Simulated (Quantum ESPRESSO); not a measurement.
**BN (Qingsongite, F-43m): the B K absorption edge**

Aim: the near-edge shape at the B K edge of BN (Qingsongite, F-43m), and what the core hole does to it.

Method: X-ray absorption near-edge structure, plane-wave PAW LDA, one-electron final states by a Lanczos continued fraction, in Quantum ESPRESSO 7.5.

### 1. Set-up

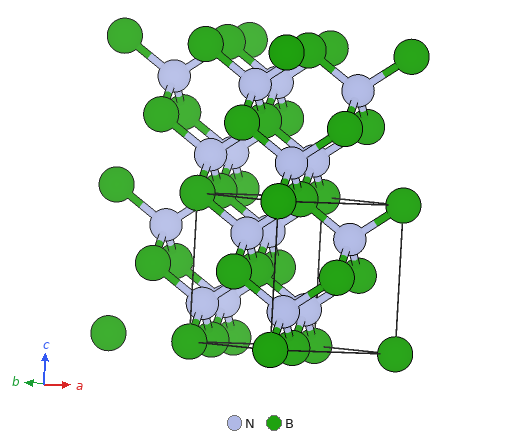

The cell as given, slightly off an axis (nitrogen light blue, boron green). 1×2×2 cells are drawn. This picture shows the conventional cell, with its axes. Bonds to atoms that aren't drawn are left out. Some periodic images of atoms are drawn too.

Structure file:

```cif
data_structure
_symmetry_space_group_name_H-M 'F-43m'
_symmetry_Int_Tables_number 216
_cell_length_a 3.6150
_cell_length_b 3.6150
_cell_length_c 3.6150
_cell_angle_alpha 90.000
_cell_angle_beta 90.000
_cell_angle_gamma 90.000
_cell_volume 47.24
loop_
_atom_site_label
_atom_site_type_symbol
_atom_site_symmetry_multiplicity
_atom_site_Wyckoff_symbol
_atom_site_fract_x
_atom_site_fract_y
_atom_site_fract_z
_atom_site_occupancy
N1 N 4 c 0.25000 0.25000 0.25000 1
B1 B 4 a 0.00000 0.00000 0.00000 1
```

### 2. The field without a hole

A plain self-consistent run shows whether there is a gap, which decides the set-up of the core-hole run.

The PAW data sets are made with ld1.x, with reconstruction data.

The input, scf.in:

```
&control
   calculation='scf', prefix='x', pseudo_dir='../pp', outdir='tmp', tprnfor=.true.
/
&system
   ibrav=0, nat=2, ntyp=2, nbnd=8
   ecutwfc=57, ecutrho=370
   occupations='smearing', smearing='mv', degauss=0.015
/
&electrons
   conv_thr=2.0e-08, electron_maxstep=120
   mixing_beta=0.5
/
ATOMIC_SPECIES
N 1.0 N.lda-n-kjpaw.UPF
Ba 1.0 B.lda-n-kjpaw.UPF
CELL_PARAMETERS angstrom
  0.00000000 1.80750000 1.80750000
  1.80750000 0.00000000 1.80750000
  1.80750000 1.80750000 0.00000000
ATOMIC_POSITIONS crystal
N    0.75000000 0.75000000 0.75000000
Ba   0.00000000 0.00000000 0.00000000
K_POINTS automatic
13 13 13 0 0 0
```

On the command line:

```bash
> OMP_NUM_THREADS=1 mpirun --oversubscribe --bind-to none -np 8 pw.x -nk 8 -in scf.in > scf.out
```

The log of the run:

```text
     [... banner and references ...]
using ibrav=0 with symmetry is DISCOURAGED, use correct ibrav instead

     G-vector sticks info
     --------------------

     Using Slab Decomposition

     bravais-lattice index     =            0
     lattice parameter (alat)  =       4.8305  a.u.
     unit-cell volume          =      79.7006 (a.u.)^3
     number of atoms/cell      =            2
     number of atomic types    =            2
     number of electrons       =         8.00
     number of Kohn-Sham states=            8
     kinetic-energy cutoff     =      57.0000  Ry
     charge density cutoff     =     370.0000  Ry
     scf convergence threshold =      2.0E-08
     mixing beta               =       0.5000
     number of iterations used =            8  plain     mixing
     Exchange-correlation= SLA  PZ   NOGX NOGC
                           (   1   1   0   0   0   0   0)

     celldm(1)=   4.830501  celldm(2)=   0.000000  celldm(3)=   0.000000
     celldm(4)=   0.000000  celldm(5)=   0.000000  celldm(6)=   0.000000

     crystal axes: (cart. coord. in units of alat)
               a(1) = (   0.000000   0.707107   0.707107 )
               a(2) = (   0.707107   0.000000   0.707107 )
               a(3) = (   0.707107   0.707107   0.000000 )

     reciprocal axes: (cart. coord. in units 2 pi/alat)
               b(1) = ( -0.707107  0.707107  0.707107 )
               b(2) = (  0.707107 -0.707107  0.707107 )
               b(3) = (  0.707107  0.707107 -0.707107 )

     ../pp/N.lda-n-kjpaw.UPF
     Pseudo is Projector augmented-wave + core cor, Zval =  5.0
     Shape of augmentation charge: PSQ
     Using radial grid of 1085 points,  4 beta functions with:
                l(1) =   0
                l(2) =   0
                l(3) =   1
                l(4) =   1
     Q(r) pseudized with 0 coefficients

     ../pp/B.lda-n-kjpaw.UPF
     Pseudo is Projector augmented-wave + core cor, Zval =  3.0
     Shape of augmentation charge: PSQ
     Using radial grid of 1059 points,  4 beta functions with:
                l(1) =   0
                l(2) =   0
                l(3) =   1
                l(4) =   1
     Q(r) pseudized with 0 coefficients

     atomic species   valence    mass     pseudopotential
     N                 5.00     1.00000     N ( 1.00)
     Ba                3.00     1.00000     B ( 1.00)

     24 Sym. Ops. (no inversion) found

   Cartesian axes

     site n.     atom                  positions (alat units)
         1        N      tau(   1) = (   1.0606602   1.0606602   1.0606602  )
         2        Ba     tau(   2) = (   0.0000000   0.0000000   0.0000000  )

     number of k points=    84  Marzari-Vanderbilt smearing, width (Ry)=  0.0150
                       cart. coord. in units 2pi/alat
        k(    1) = (   0.0000000   0.0000000   0.0000000), wk =   0.0009103
        k(    2) = (   0.0543928   0.0543928  -0.0543928), wk =   0.0072827
        k(    3) = (   0.1087857   0.1087857  -0.1087857), wk =   0.0072827
        k(    4) = (   0.1631785   0.1631785  -0.1631785), wk =   0.0072827
        k(    5) = (   0.2175713   0.2175713  -0.2175713), wk =   0.0072827
[...]
k(   82) = (  -0.0543928  -0.4895355   0.7071068), wk =   0.0218480
        k(   83) = (   0.0000000  -0.4351426   0.6527140), wk =   0.0218480
        k(   84) = (  -0.0543928  -0.3807498   0.7071068), wk =   0.0218480

     Dense  grid:     9577 G-vectors     FFT dimensions: (  30,  30,  30)

     Smooth grid:     4645 G-vectors     FFT dimensions: (  24,  24,  24)

     Initial potential from superposition of free atoms

     starting charge       7.9998, renormalised to       8.0000
     Starting wfcs are    8 randomized atomic wfcs
     Checking if some PAW data can be deallocated...

     per-process dynamical memory:    12.5 Mb

     Self-consistent Calculation

     iteration #  1     ecut=    57.00 Ry     beta= 0.50
[...]
iteration #  6     ecut=    57.00 Ry     beta= 0.50
     Davidson diagonalization with overlap
     ethr =  6.87E-08,  avg # of iterations =  1.3

     total energy              =     -38.61232968 Ry
     estimated scf accuracy    <       0.00000007 Ry

     iteration #  7     ecut=    57.00 Ry     beta= 0.50
     Davidson diagonalization with overlap
     ethr =  8.83E-10,  avg # of iterations =  2.0

     End of self-consistent calculation

          k = 0.0000 0.0000 0.0000 (   561 PWs)   bands (ev):

    -9.1929  10.9070  10.9070  10.9070  19.6179  19.6179  19.6179  21.3118

          k = 0.0544 0.0544-0.0544 (   573 PWs)   bands (ev):

    -9.0483  10.1239  10.7495  10.7495  19.8171  19.8538  19.8538  21.7744

          k = 0.1088 0.1088-0.1088 (   573 PWs)   bands (ev):

    -8.6187   8.2666  10.3566  10.3566  20.1472  20.4225  20.4225  22.9066

          k = 0.1632 0.1632-0.1632 (   576 PWs)   bands (ev):

    -7.9192   6.0143   9.8824   9.8824  20.4721  21.0178  21.0178  24.1091

          k = 0.2176 0.2176-0.2176 (   589 PWs)   bands (ev):

    -6.9877   3.7520   9.4510   9.4510  20.7697  21.3897  21.3897  25.0296

          k = 0.2720 0.2720-0.2720 (   589 PWs)   bands (ev):

[...]
k = 0.1088-0.0000 0.0000 (   565 PWs)   bands (ev):

[...]
k =-0.2720-0.3807 0.3807 (   577 PWs)   bands (ev):

[...]
k =-0.2176-0.3264 0.3264 (   582 PWs)   bands (ev):

[...]
k =-0.1632-0.2720 0.2720 (   581 PWs)   bands (ev):

[...]
k =-0.1088-0.2176 0.2176 (   577 PWs)   bands (ev):

[...]
k =-0.0544-0.1632 0.1632 (   570 PWs)   bands (ev):

[...]
k = 0.0000-0.1088 0.1088 (   565 PWs)   bands (ev):

[...]
k = 0.2176-0.0000 0.0000 (   572 PWs)   bands (ev):

[...]
k = 0.0000-0.2176 0.2176 (   576 PWs)   bands (ev):

[...]
k = 0.3264-0.0000 0.0000 (   576 PWs)   bands (ev):

[...]
k = 0.2176 0.1088 0.0000 (   571 PWs)   bands (ev):

[...]
k = 0.3264 0.1088 0.0000 (   578 PWs)   bands (ev):

[...]
k = 0.3807 0.1632-0.0544 (   580 PWs)   bands (ev):

[...]
k = 0.4351 0.2176-0.1088 (   580 PWs)   bands (ev):

[...]
k = 0.4351 0.1088 0.0000 (   581 PWs)   bands (ev):

[...]
k = 0.4895 0.1632-0.0544 (   582 PWs)   bands (ev):

[...]
k = 0.5439 0.1088 0.0000 (   584 PWs)   bands (ev):

[...]
k = 0.0000-0.5439 0.6527 (   582 PWs)   bands (ev):

[...]
k = 0.4351 0.2176 0.0000 (   578 PWs)   bands (ev):

[...]
k =-0.0544-0.3807 0.5983 (   575 PWs)   bands (ev):

[...]
k = 0.0000-0.3264 0.5439 (   574 PWs)   bands (ev):

[...]
k =-0.0544-0.4895 0.7071 (   583 PWs)   bands (ev):

    -3.4555   2.6912   4.8343   5.0092  18.2456  22.5291  25.9404  27.8740

          k = 0.0000-0.4351 0.6527 (   586 PWs)   bands (ev):

    -3.2746   2.9891   3.7196   5.2339  19.2425  23.7771  25.2062  27.0273

          k =-0.0544-0.3807 0.7071 (   581 PWs)   bands (ev):

    -3.2897   3.0910   3.9192   4.7930  20.2439  23.8223  24.9986  26.3225

     the Fermi energy is    12.2429 ev

!    total energy              =     -38.61232969 Ry
     total all-electron energy =      -158.230575 Ry
     estimated scf accuracy    <          5.1E-09 Ry
     smearing contrib. (-TS)   =       0.00000000 Ry
     internal energy E=F+TS    =     -38.61232969 Ry

     The total energy is F=E-TS. E is the sum of the following terms:
     one-electron contribution =       4.97097810 Ry
     hartree contribution      =       3.58564880 Ry
     xc contribution           =      -8.85830022 Ry
     ewald contribution        =     -26.34078590 Ry
     one-center paw contrib.   =     -11.96987046 Ry

     convergence has been achieved in   7 iterations

     Forces acting on atoms (cartesian axes, Ry/au):

     atom    1 type  1   force =    -0.00000000   -0.00000000    0.00000000
     atom    2 type  2   force =    -0.00000000    0.00000000   -0.00000000

     Total force =     0.000000     Total SCF correction =     0.000000

     XML data file, charge density, pseudopotentials, collected wavefunctions

=------------------------------------------------------------------------------=
   JOB DONE.
=------------------------------------------------------------------------------=
```

It took 1.4 s on 8 MPI ranks of Arm Neoverse V2, shared host; peak memory 0.05 GiB; 10 s of CPU time.

Absorbing atoms carry a label of their own (element plus a letter or digit), as the spectrum program needs them as separate species.

The mesh shows a gap of 4.45 eV, so the hole is first treated in a charged cell, without the excited electron.

### 3. Spectrum without a core hole, B atom 2

This cheap baseline ignores the attraction of the hole: it shows the absorber's empty states as they are in the ground state.

The absorber has 4 N at 1.57 Å (tetrahedral, site symmetry -43m).

The input, xspectra.in:

```
&input_xspectra
   calculation='xanes_dipole', edge='K'
   prefix='x', outdir='tmp', xiabs=2, xe0=13.1297
   xonly_plot=.false., x_save_file='xanes.sav'
   xniter=3000, xcheck_conv=20, xerror=0.005
   xcoordcrys=.false., xepsilon(1)=1, xepsilon(2)=0, xepsilon(3)=0
/
&plot
   xnepoint=413, xemin=-10, xemax=45, terminator=.true., cut_occ_states=.true.
   xgamma=0.4
/
&pseudos
   filecore='../B.wfc'
/
&cut_occ
   cut_desmooth=0.1, cut_stepl=0.05, cut_stepu=0.05, cut_ierror=1e-5
/
11 11 11 0 0 0
```

On the command line:

```bash
> OMP_NUM_THREADS=1 mpirun --oversubscribe --bind-to none -np 8 xspectra.x -nk 8 -in xspectra.in > xspectra.out
```

The log of the run:

```text
     [... banner and references ...]
Reading input_file

     calculation: xanes_dipole

     xepsilon  [cartesian coordinates]:   1.000000   0.000000   0.000000

     xonly_plot: FALSE
        => complete calculation: Lanczos + spectrum plot

     filecore (core-wavefunction file): ../B.wfc

     main plot parameters:
        cut_occ_states: TRUE
        gamma_mode:  constant
        -> using xgamma [eV]:  0.40
        xemin [eV]: -10.00
        xemax [eV]:  45.00
        xnepoint:  413
        xe0 [eV]:  13.129700 (energy zero read in input file)

[...]
Results of STEP 1 successfully written in x_save_file
     x_save_file name:
     ->  xanes.sav
     x_save_file version:  2

     ... End STEP 1 ...

     ... Begin STEP 2 ...

     The spectrum is calculated using the following parameters:
        xe0 [eV]:   13.1297
        the occupied states are elimintate from the spectrum
        xemin [eV]: -10.00
        xemax [eV]:  45.00
        xnepoint:  413
        constant broadening parameter [eV]:    0.400
        Core level energy [eV]:  -188.0
         (from electron binding energy of neutral atoms in X-ray data booklet)

     Cross-section successfully written in xanes.dat

     ... End STEP 2 ...

                                END JOB XSpectra
```

It took 6.8 s on 8 MPI ranks; peak memory 0.11 GiB.

The B K spectrum, B atom 2, no core hole (energy from the lowest empty level; intensity scaled to a mean of 1 over the first 20 eV; the points at xe0, where the cut of filled states can leave a spike, are interpolated):

```csv
E (eV),intensity
-2.0,0.03
-0.5,0.06
1.0,0.19
2.5,0.44
4.0,1.03
5.5,1.66
7.0,2.01
8.5,1.76
10.0,1.82
11.5,1.52
13.0,0.78
14.5,0.60
16.0,0.55
17.5,0.43
19.0,0.35
20.5,1.33
22.0,3.54
23.5,0.98
25.0,0.44
26.5,0.29
28.0,0.32
29.5,0.61
31.0,0.17
```

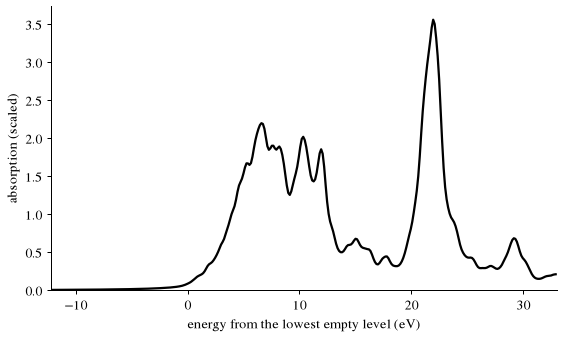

The B K edge, B atom 2, no core hole: main maxima at 6.6, 10.3 and 22.0 eV.

Main maxima below 24 eV (height): 6.6 eV (2.20), 10.3 eV (2.02), 11.9 eV (1.86), 15.0 eV (0.68), 17.8 eV (0.45) and 22.0 eV (3.56). A K edge sees empty p states; a tetrahedral site has σ* states alone, so there is no π* peak.

### 4. Another broadening

The final state's lifetime shortens with energy, so measured features broaden above the edge; the saved Lanczos coefficients are redrawn with a width that grows.

The input, xspectra_plot.in:

```
&input_xspectra
   calculation='xanes_dipole', edge='K'
   prefix='x', outdir='tmp', xiabs=2, xe0=13.1297
   xonly_plot=.true., x_save_file='xanes.sav'
   xniter=3000, xcheck_conv=20, xerror=0.005
   xcoordcrys=.false., xepsilon(1)=1, xepsilon(2)=0, xepsilon(3)=0
/
&plot
   xnepoint=413, xemin=-10, xemax=45, terminator=.true., cut_occ_states=.true.
   gamma_mode='variable', gamma_energy(1)=4, gamma_energy(2)=25, gamma_value(1)=0.3, gamma_value(2)=2.5
/
&pseudos
   filecore='../B.wfc'
/
&cut_occ
   cut_desmooth=0.1, cut_stepl=0.05, cut_stepu=0.05, cut_ierror=1e-5
/
11 11 11 0 0 0
```

On the command line:

```bash
> OMP_NUM_THREADS=1 xspectra.x -in xspectra_plot.in > xspectra_plot.out
```

The log of the run:

```text
     [... banner and references ...]
Reading input_file
     -------------------------------------------------------------------------

     calculation: xanes_dipole

     xonly_plot: TRUE
        => only the spectrum plot

     main plot parameters:
        cut_occ_states: TRUE
        gamma_mode:  variable
        -> first, constant up to point ( 4.00, 0.30) [eV]
        -> then, linear up to point (25.00, 2.50) [eV]
        -> finally, constant up to xemax
        xemin [eV]: -10.00
        xemax [eV]:  45.00
        xnepoint:  413
[...]
xemin [eV]: -10.00
        xemax [eV]:  45.00
        xnepoint:  413
        energy-dependent broadening parameter:
         -> first, constant up to point ( 4.00, 0.30) [eV]
         -> then, linear up to point (25.00, 2.50) [eV]
         -> finally, constant up to xemax
        Core level energy [eV]:  -188.0
         (from electron binding energy of neutral atoms in X-ray data booklet)

     Cross-section successfully written in xanes.dat

     -------------------------------------------------------------------------
                                END JOB XSpectra
     -------------------------------------------------------------------------
[key lines of the parts left out:]
Fermi level [eV]:  10.9070
```

Run time: 8 s. Hardware: 1 MPI rank; peak memory 0.13 GiB.

With a Lorentzian half width 0.3 eV up to 4 eV, rising linearly to 2.5 eV at 25 eV (counted from xe0, 2.2 eV below the zero used here), the maxima are 6.6 eV (1.83), 10.2 eV (1.50) and 21.7 eV (1.33).

### 5. Reference energy of the supercell

The photon energy needs a difference of total energies, so the cell and mesh of the coming hole run are first run without a hole.

The input, scf.in:

```
&control
   calculation='scf', prefix='x', pseudo_dir='../pp', outdir='tmp', tprnfor=.true.
/
&system
   ibrav=0, nat=16, ntyp=2, nbnd=36
   ecutwfc=57, ecutrho=370
   occupations='fixed'
/
&electrons
   conv_thr=1.6e-07, electron_maxstep=120
   mixing_beta=0.5
/
ATOMIC_SPECIES
N 1.0 N.lda-n-kjpaw.UPF
B 1.0 B.lda-n-kjpaw.UPF
CELL_PARAMETERS angstrom
  0.00000000 3.61500000 3.61500000
  3.61500000 0.00000000 3.61500000
  3.61500000 3.61500000 0.00000000
ATOMIC_POSITIONS crystal
N    0.37500000 0.37500000 0.37500000
N    0.37500000 0.37500000 0.87500000
N    0.37500000 0.87500000 0.37500000
N    0.87500000 0.37500000 0.37500000
N    0.37500000 0.87500000 0.87500000
N    0.87500000 0.37500000 0.87500000
N    0.87500000 0.87500000 0.37500000
N    0.87500000 0.87500000 0.87500000
B    0.00000000 0.00000000 0.00000000
B    0.00000000 0.00000000 0.50000000
B    0.00000000 0.50000000 0.00000000
B    0.50000000 0.00000000 0.00000000
B    0.00000000 0.50000000 0.50000000
B    0.50000000 0.00000000 0.50000000
B    0.50000000 0.50000000 0.00000000
B    0.50000000 0.50000000 0.50000000
K_POINTS automatic
4 4 4 0 0 0
```

On the command line:

```bash
> OMP_NUM_THREADS=1 mpirun --oversubscribe --bind-to none -np 8 pw.x -nk 8 -in scf.in > scf.out
```

The log of the run:

```text
     [... banner and references ...]
[banner, memory and clock lines left out]
Found identity + (  0.0000  0.0000 -0.5000) symmetry
     This is a supercell, fractional translations are disabled
     using ibrav=0 with symmetry is DISCOURAGED, use correct ibrav instead

     G-vector sticks info

     bravais-lattice index     =            0
     lattice parameter (alat)  =       9.6610  a.u.
     unit-cell volume          =     637.6047 (a.u.)^3
     number of atoms/cell      =           16
[...]
atom    2 type  1   force =    -0.00000007   -0.00000007    0.00000007
     atom    3 type  1   force =    -0.00000007    0.00000007   -0.00000007
[...]
atom   15 type  2   force =     0.00000000   -0.00000000    0.00000001
     atom   16 type  2   force =    -0.00000000    0.00000000    0.00000000

     Total force =     0.000000     Total SCF correction =     0.000001
     SCF correction compared to forces is large: reduce conv_thr to get better values

     XML data file, charge density, pseudopotentials, collected wavefunctions
[key lines of the parts left out:]
!    total energy              =    -308.89849278 Ry
convergence has been achieved in  11 iterations
```

Run time: 5.6 s. Hardware: 8 MPI ranks; peak memory 0.11 GiB; 44 s of CPU time.

Reference energy: -17222.691 eV with the cores included.

[end of part 1 of 4]

[Banner, clock and machine lines of the logs are left out without a mark of their own.]

[Logs are printed without paths, hosts, clocks, repeated set-up lines and the standing remarks that a program may print on its own settings, such as how far it seeks lower states.]

[Hosts, paths, dates, database ids (printed as entryN), source tags and the programs' standing remarks are cut or masked in the printed files.]

[Lists of maxima count a maximum above −3 eV only where it reaches 4 % of the highest in the window and stands out from its surroundings by 2 % of it (1.5 % where it reaches 55 %); shoulders and weaker maxima are passed over, and of the rest the first, up to two pre-edge ones and the few strongest are named.]
